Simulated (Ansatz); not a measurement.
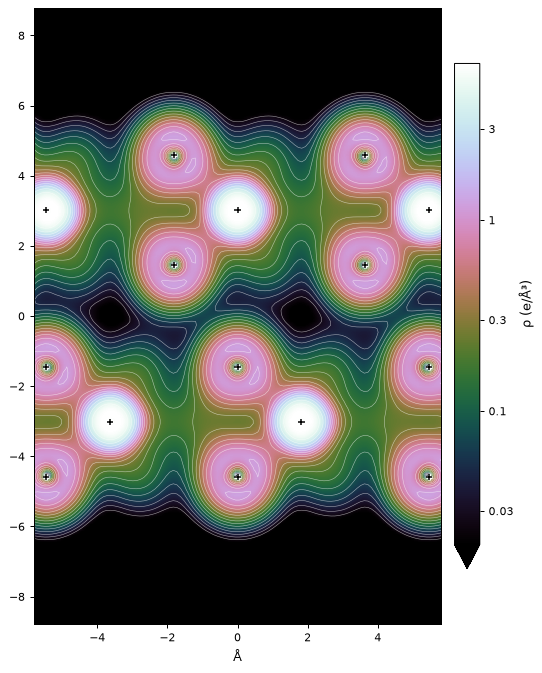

The valence charge density (pseudo) on a plane through atoms (crosses mark nuclei in the plane).

These are results of DFT PBE+D3(BJ), scalar-relativistic, plane waves, PAW in Ansatz, not measurements.

Candidates:
A. MoS$_{2}$ (slab), a = 3.15 Å, b = 3.15 Å, c = 26.12 Å, α = 90.00°, β = 90.00°, γ = 120.00°. Computed without spin polarisation.
B. PtSe$_{2}$ (slab), a = 3.78 Å, b = 3.78 Å, c = 31.12 Å, α = 90.00°, β = 90.00°, γ = 120.00°. Changed on purpose from its base cell (biaxial strain +0.020, atoms relaxed).

### Which candidate gave the map?

Candidate A: MoS$_{2}$ on the (110) plane of the calculation cell, a cut from vacuum to vacuum, which holds S and Mo. Mo–S (2.40 Å): ρ at the midpoint is about 0.61 e/Å³.
